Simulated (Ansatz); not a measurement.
## Electronic structure of Si16H (cell with a defect) in real space

```yaml
crystal:
  lattice:
    - [0.00000, 5.46968, 5.46968]
    - [5.46968, 0.00000, 5.46968]
    - [5.46968, 5.46968, 0.00000]
  atoms:
    - { symbol: Si, position: [0.37475, 0.37437, 0.37631] }
    - { symbol: Si, position: [0.37457, 0.37429, 0.87510] }
    - { symbol: Si, position: [0.37190, 0.87355, 0.37854] }
    - { symbol: Si, position: [0.38825, 0.87387, 0.86701] }
    - { symbol: Si, position: [0.87381, 0.37169, 0.37849] }
    - { symbol: Si, position: [0.87423, 0.38795, 0.86694] }
    - { symbol: Si, position: [0.88954, 0.88936, 0.33296] }
    - { symbol: Si, position: [0.87964, 0.87936, 0.87455] }
    - { symbol: Si, position: [0.24906, 0.24888, 0.25192] }
    - { symbol: Si, position: [0.24854, 0.24823, 0.75283] }
    - { symbol: Si, position: [0.26171, 0.74659, 0.24416] }
    - { symbol: Si, position: [0.25269, 0.74818, 0.75477] }
    - { symbol: Si, position: [0.74689, 0.26150, 0.24405] }
    - { symbol: Si, position: [0.74842, 0.25243, 0.75475] }
    - { symbol: Si, position: [0.74428, 0.74417, 0.25250] }
    - { symbol: Si, position: [0.76359, 0.76329, 0.73060] }
    - { symbol: H, position: [0.95162, 0.95070, 0.07368] }
```

The program warned that a starting moment wasn't kept; spin-polarised, but the moments vanished.

All numbers below come from Ansatz, DFT PBE, scalar-relativistic, plane waves, PAW.

Core electrons are frozen (PAW), and the valence fields are smoothed inside the atomic spheres.

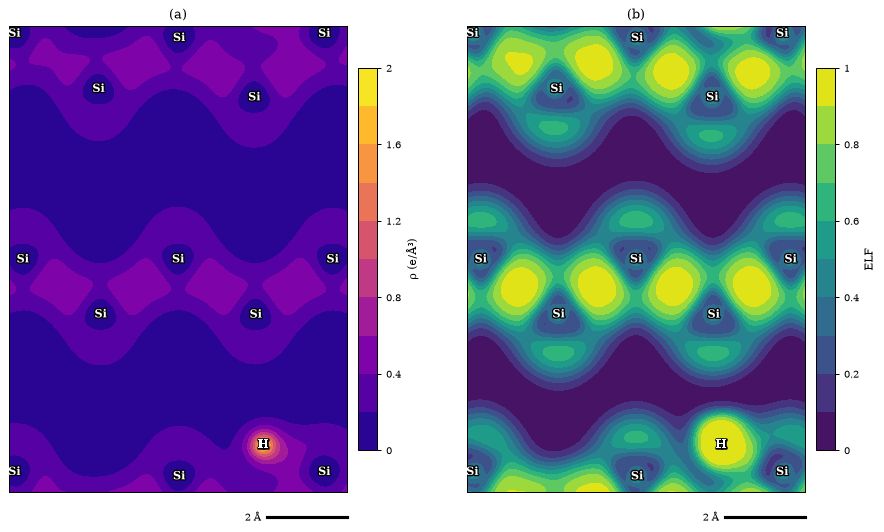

Figure 1. (a) valence electron density; (b) electron localisation function on the (11̄0) plane of the calculation cell.

Q: Read the bonding off the picture.

A: The section cuts through Si and H sites. Si–H (1.67 Å): ρ at the midpoint is about 0.52 e/Å³; the ELF climbs to about 1 towards the hydrogen, as it does in any bond to H. Si–Si (2.37 Å): ρ at the midpoint is about 0.57 e/Å³; the ELF peaks at about 0.95 between the atoms: localised, covalent bonding. Si–Si (2.39 Å): ρ is about 0.54 e/Å³ halfway; the ELF peaks at about 0.95 between the atoms, as expected for a shared electron pair. Si–Si (2.51 Å): ρ at the midpoint is about 0.43 e/Å³; the ELF peaks at about 0.90 between the atoms. Between the atoms the lowest density in this plane is 0.02 e/Å³.

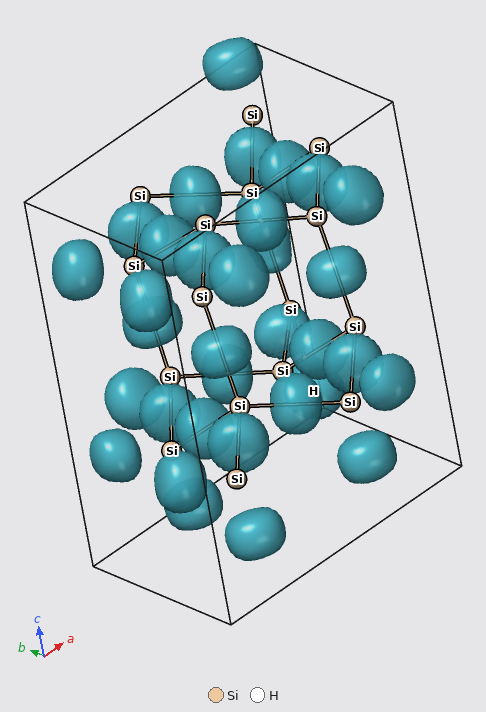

Figure 2. Isosurface of the ELF at 0.85 (cyan), seen slightly off an axis. Core shells and regions of very low density are left out. Sticks mark near contacts.

Q: Where are the electrons localised?

A: The ELF exceeds this value in 32 regions between bonded Si–Si atoms (shared pairs) and one region around a hydrogen nucleus, counted in one cell of 17 atoms. Regions shared between cells count once. Profiles from the grid: Si–Si (2.35 Å): the ELF peaks at about 0.95 between the atoms; a covalent bond.
